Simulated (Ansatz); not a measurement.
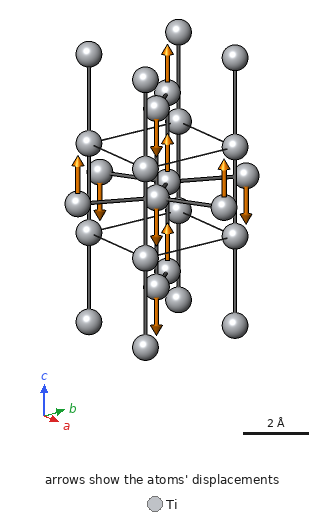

The lowest optical mode of solid Ti, space group P6/mmm (No. 191), at the zone centre. The orange arrows are the displacements of the atoms (eigenvector over the root of the mass), of arbitrary overall length and sign. The picture is a ball-and-stick view of the cell of the calculation, seen slightly off an axis.

These are results of DFT PBE, scalar-relativistic, plane waves, PAW in Ansatz, not measurements.

The input:
```yaml
crystal:
  lattice:
    - [4.5896334696, 0.0, 0.0]
    - [-2.2948167348, 3.9747391787, 0.0]
    - [0.0, 0.0, 2.8295856858]
  atoms:
    - { symbol: Ti, position: [0.0, 0.0, 0.0] }
    - { symbol: Ti, position: [0.3333333333, 0.6666666667, 0.5] }
    - { symbol: Ti, position: [0.6666666667, 0.3333333333, 0.5] }
basis:
  ecutwfc: 420
kpoints:
  mp_grid: { grid: [12, 12, 14] }
hamiltonian:
  xc: pbe
scf:
  occupations: { method: fermi_dirac, width: 0.15 }
output:
  eigenvalues: true
phonons:
  method: dfpt
  eigenvectors: true
```

Command:
```bash
ansatz run input.yaml --threads 1 --pin off --max-ram 3072MiB --backend cpu --events-out ev --progress --plain --runs-dir out
```

The frequencies depend somewhat on the k-mesh and the smearing.

> Is the structure stable against all modes at this point?

Yes: this softest mode has a real frequency, and so have all others here. That speaks for this wave vector alone: the rest of the zone wasn't checked in this run. This is the B₁g mode at 119 cm⁻¹, the lowest optical level, silent by symmetry (neither infrared- nor Raman-active). The Ti (1a) atoms stay at rest; all motion is along c; atoms of one kind move against one another, with no net shift of their sublattice.
